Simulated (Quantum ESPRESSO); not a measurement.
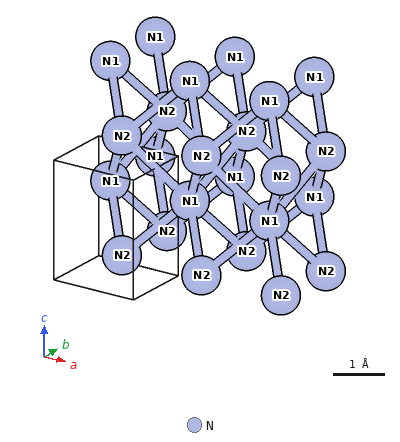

*The structure (ball-and-stick view of the cell of the calculation, repeated 3 × 2 × 2, seen slightly off an axis; atoms are numbered from 1 in the order of the input).*

**N: single-point calculation**

The run: single-point calculation of N (P6₃/mmc, 2 atoms in the cell). Method and program: Kohn-Sham DFT of a periodic cell, PBE, SSSP 1.3 efficiency PBE, no spin polarisation (Quantum ESPRESSO 7.5).

The structure derives from a Materials Project entry.

### The input
```
&CONTROL
  calculation = 'scf'
  prefix = 'pwscf'
  outdir = './tmp'
  pseudo_dir = './pseudo'
  tprnfor = .true.
  tstress = .true.
  disk_io = 'nowf'
/
&SYSTEM
  ibrav = 0
  nat = 2
  ntyp = 1
  ecutwfc = 60
  ecutrho = 480
  nbnd = 10
  occupations = 'smearing'
  smearing = 'fd'
  degauss = 0.00367493
/
&ELECTRONS
  conv_thr = 4d-10
  electron_maxstep = 120
  mixing_beta = 0.5
/
ATOMIC_SPECIES
N     14.0070 N.pbe-n-radius_5.UPF
CELL_PARAMETERS angstrom
   2.5194737886    0.0000000000    0.0000000000
  -1.2597368943    2.1819283051    0.0000000000
   0.0000000000    0.0000000000    2.4460020000
ATOMIC_POSITIONS crystal
N      0.3333333333    0.6666666667    0.7500000000
N      0.6666666667    0.3333333333    0.2500000000
K_POINTS automatic
12 12 11 0 0 0
```

Launched with:
```bash
OMP_NUM_THREADS=1 pw.x -in pw.in > pw.out
```

### Output
```
This program is part of the open-source Quantum ESPRESSO suite
     for quantum simulation of materials; please cite
         "P. Giannozzi et al., J. Phys.:Condens. Matter 21 395502 (2009);
         "P. Giannozzi et al., J. Phys.:Condens. Matter 29 465901 (2017);
         "P. Giannozzi et al., J. Chem. Phys. 152 154105 (2020);
          URL
     in publications or presentations arising from this work. More details at

     Message from routine setup:
     using ibrav=0 with symmetry is DISCOURAGED, use correct ibrav instead

     Subspace diagonalization in iterative solution of the eigenvalue problem:
     a serial algorithm will be used

     G-vector sticks info
     --------------------
     sticks:   dense  smooth     PW     G-vecs:    dense   smooth      PW
     Sum         745     379    121                16065     5693    1057

     Using Slab Decomposition

     bravais-lattice index     =            0
     lattice parameter (alat)  =       4.7611  a.u.
     unit-cell volume          =      90.7410 (a.u.)^3
     number of atoms/cell      =            2
     number of atomic types    =            1
     number of electrons       =        10.00
     number of Kohn-Sham states=           10
     kinetic-energy cutoff     =      60.0000  Ry
     charge density cutoff     =     480.0000  Ry
     scf convergence threshold =      4.0E-10
     mixing beta               =       0.5000
     number of iterations used =            8  plain     mixing
     Exchange-correlation= PBE
                           (   1   4   3   4   0   0   0)

     celldm(1)=   4.761115  celldm(2)=   0.000000  celldm(3)=   0.000000
     celldm(4)=   0.000000  celldm(5)=   0.000000  celldm(6)=   0.000000

     crystal axes: (cart. coord. in units of alat)
               a(1) = (   1.000000   0.000000   0.000000 )
               a(2) = (  -0.500000   0.866025   0.000000 )
               a(3) = (   0.000000   0.000000   0.970838 )

     reciprocal axes: (cart. coord. in units 2 pi/alat)
               b(1) = (  1.000000  0.577350 -0.000000 )
               b(2) = (  0.000000  1.154701  0.000000 )
               b(3) = (  0.000000 -0.000000  1.030038 )

     PseudoPot. # 1 for N  read from file:
     N.pbe-n-radius_5.UPF
     Pseudo is Ultrasoft + core correction, Zval =  5.0
     Generated using "atomic" code by A. Dal Corso  v.5.1
     Using radial grid of 1085 points,  4 beta functions with:
                l(1) =   0
                l(2) =   0
                l(3) =   1
                l(4) =   1
     Q(r) pseudized with 0 coefficients

     atomic species   valence    mass     pseudopotential
     N                 5.00    14.00700     N ( 1.00)

     24 Sym. Ops., with inversion, found (12 have fractional translation)

   Cartesian axes

     site n.     atom                  positions (alat units)
         1        N      tau(   1) = (  -0.0000000   0.5773503   0.7281288  )
         2        N      tau(   2) = (   0.5000000   0.2886751   0.2427096  )

     number of k points=   114  Fermi-Dirac smearing, width (Ry)=  0.0037

     Number of k-points >= 100: set verbosity='high' to print them.

     Dense  grid:    16065 G-vectors     FFT dimensions: (  36,  36,  36)

     Smooth grid:     5693 G-vectors     FFT dimensions: (  24,  24,  24)

     Initial potential from superposition of free atoms

     starting charge      10.0000, renormalised to      10.0000
     Starting wfcs are    8 randomized atomic wfcs +    2 random wfcs

     Self-consistent Calculation

     iteration #  1     ecut=    60.00 Ry     beta= 0.50
     Davidson diagonalization with overlap
     ethr =  1.00E-02,  avg # of iterations =  5.0

     Threshold (ethr) on eigenvalues was too large:
     Diagonalizing with lowered threshold

     Davidson diagonalization with overlap
     ethr =  4.39E-05,  avg # of iterations =  3.9

     total energy              =     -39.84355963 Ry
     estimated scf accuracy    <       0.00477587 Ry

     iteration #  2     ecut=    60.00 Ry     beta= 0.50
     Davidson diagonalization with overlap
     ethr =  4.78E-05,  avg # of iterations =  1.0

     total energy              =     -39.84387419 Ry
     estimated scf accuracy    <       0.00113711 Ry

     iteration #  3     ecut=    60.00 Ry     beta= 0.50
     Davidson diagonalization with overlap
     ethr =  1.14E-05,  avg # of iterations =  1.1

     total energy              =     -39.84391866 Ry
     estimated scf accuracy    <       0.00000703 Ry

     iteration #  4     ecut=    60.00 Ry     beta= 0.50
     Davidson diagonalization with overlap
     ethr =  7.03E-08,  avg # of iterations =  3.0

     total energy              =     -39.84392304 Ry
     estimated scf accuracy    <       0.00000019 Ry

     iteration #  5     ecut=    60.00 Ry     beta= 0.50
     Davidson diagonalization with overlap
     ethr =  1.88E-09,  avg # of iterations =  2.6

     total energy              =     -39.84392312 Ry
     estimated scf accuracy    <       0.00000002 Ry

     iteration #  6     ecut=    60.00 Ry     beta= 0.50
     Davidson diagonalization with overlap
     ethr =  1.76E-10,  avg # of iterations =  2.0

     End of self-consistent calculation

     Number of k-points >= 100: set verbosity='high' to print the bands.

     the Fermi energy is    10.2730 ev

!    total energy              =     -39.84392312 Ry
     estimated scf accuracy    <          1.8E-10 Ry
     smearing contrib. (-TS)   =      -0.00062928 Ry
     internal energy E=F+TS    =     -39.84329385 Ry

     The total energy is F=E-TS. E is the sum of the following terms:
     one-electron contribution =       6.32820809 Ry
     hartree contribution      =       3.84000831 Ry
     xc contribution           =     -10.30719075 Ry
     ewald contribution        =     -39.70431949 Ry

     convergence has been achieved in   6 iterations

     Forces acting on atoms (cartesian axes, Ry/au):

     atom    1 type  1   force =    -0.00000000    0.00000000    0.00000000
     atom    2 type  1   force =     0.00000000   -0.00000000    0.00000000

     Total force =     0.000000     Total SCF correction =     0.000000

     Computing stress (Cartesian axis) and pressure

          total   stress  (Ry/bohr**3)                   (kbar)     P=       91.11
   0.00089820  -0.00000000   0.00000000          132.13       -0.00        0.00
  -0.00000000   0.00089820  -0.00000000           -0.00      132.13       -0.00
   0.00000000   0.00000000   0.00006174            0.00        0.00        9.08

=------------------------------------------------------------------------------=
   JOB DONE.
=------------------------------------------------------------------------------=
```

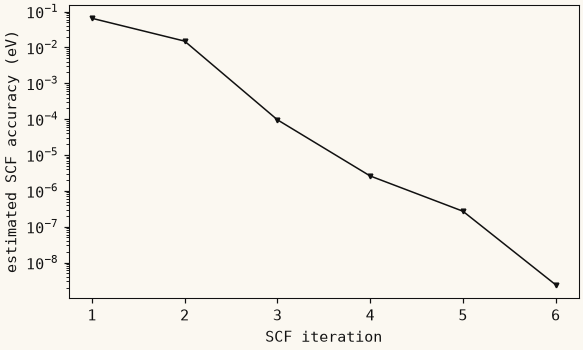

*Convergence of the self-consistent field: estimated SCF accuracy against the iteration.*

The field takes 6 iterations in all.

### Summary

```csv
quantity,value
outcome,converged
space group (tolerance 0.01 Å),P6₃/mmc (194)
electrons treated,10
free energy,−542.1042 eV
Fermi energy,10.273 eV
gap on the k-point mesh,none (metallic)
pressure,9.11 GPa
largest force (length of the vector),under 0.001 eV/Å
hardware,"1 thread of Intel Xeon (Granite Rapids), 192 GiB of memory available, shared host"
wall time,5 s
peak memory,0.07 GiB
```
